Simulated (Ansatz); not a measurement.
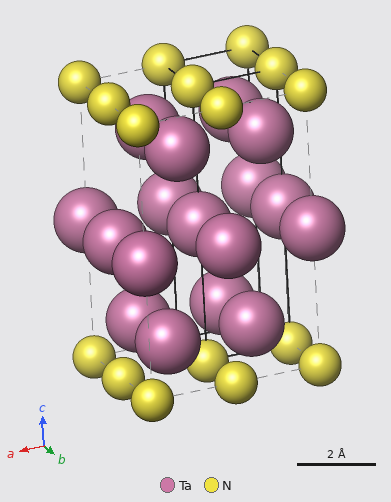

A spheres-only picture of a crystal structure, seen from a general direction. The solid box is one unit cell, and 2×2×1 cells are shown.

Ta3N, a = 2.90 Å, b = 2.90 Å, c = 7.44 Å, α = 86.09°, β = 86.09°, γ = 63.62°.

Setup: Ansatz 0.2.0, DFT PBEsol, scalar-relativistic, plane waves, PAW; an energy cutoff of 420 eV, k-points about 0.18 Å⁻¹ apart, Gaussian smearing of 0.1 eV, no spin polarisation.

### Is it conducting or gapped at this level?

A metal: bands cross the Fermi level.

### Which way would the volume go on relaxing?

The computed pressure is 13.1 GPa (compressed: it would expand). The stress isn't hydrostatic: its largest component is 22.2 GPa.

The structure was taken from a structure listed in the Materials Project. The cell was then strained or its atoms displaced on purpose. It was run through Ansatz as a DFT input.

At this level of theory the cell isn't at rest (compressed, at 13 GPa and forces up to 1.9 eV/Å), so its distances can differ from those at equilibrium, the more so the softer the solid.
